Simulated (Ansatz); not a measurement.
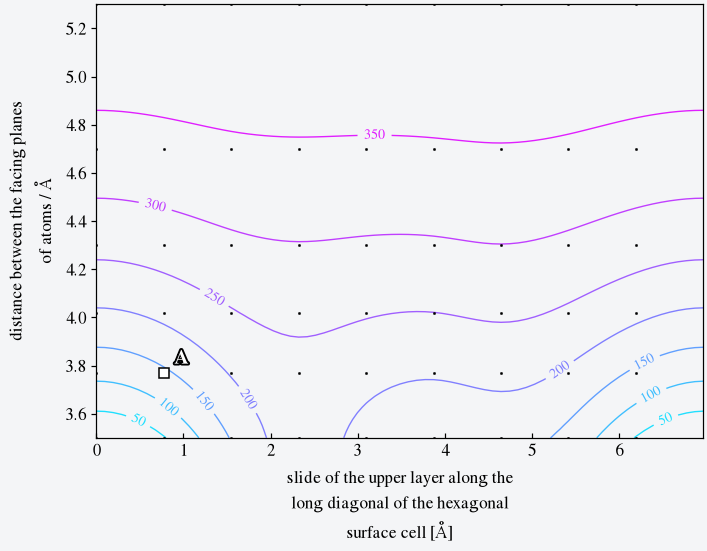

A bilayer of two Ge sheets of the honeycomb type (4 atoms in the cell). The upper layer of a bilayer is slid along a line and lifted, both layers rigid. The first coordinate is: slide of the upper layer along the long diagonal of the hexagonal surface cell, from Ge4 above Ge1; the second: distance between the facing planes of atoms. The scan uses a 9 × 6 grid. Points are written as (first, second). All energies are given in mJ/m² relative to the lowest grid point. Method: DFT PBE+D3(BJ), scalar-relativistic, plane waves, PAW (Ansatz 0.2.0). Settings: cutoff 420 eV, k-mesh 9×9×1, gaussian smearing 0.1 eV, no spin polarisation.

Drawn: contour lines labelled in mJ/m², dots at the grid points, the point A. Between grid points the surface is interpolated.

**Which way does the force act at A, and how strong is it?**

A, at (0.77 Å, 3.77 Å), is not a stationary point. The computed force is 69 mJ/m² for each Å towards smaller values of the first coordinate and 310 mJ/m² for each Å towards smaller values of the second coordinate.

PAW datasets: the set soft_1.
